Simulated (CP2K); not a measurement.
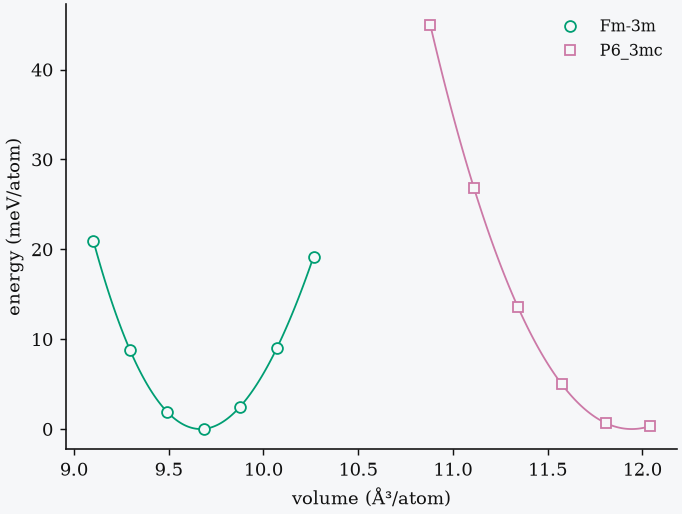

Method: DFT in Gaussian orbitals with a plane-wave density, collinear spins; energies at scaled volumes of the given cell, shape and fractions fixed, counted from the fit's minimum, third-order Birch-Murnaghan fit (CP2K 2026.2). Level: PBE, collinear spin.

- occupations: Fermi–Dirac
- smearing width: 0.05 eV
- potentials: GTH PBE with UZH TZVP basis
- density cutoff: 11560 eV

Figure. Energy against volume, with one curve for each structure, for CoO. Each energy curve has its own zero, so the curves don't rank the structures.

Settings that differ: Fm-3m: k mesh 11×11×11; P6_3mc: k mesh 10×10×5.

The fitted equilibrium volumes, smallest first, are Fm-3m 9.669, P6_3mc 11.944 Å³/atom. The fitted bulk moduli, smallest first, are P6_3mc 134.4, Fm-3m 184.0 GPa.
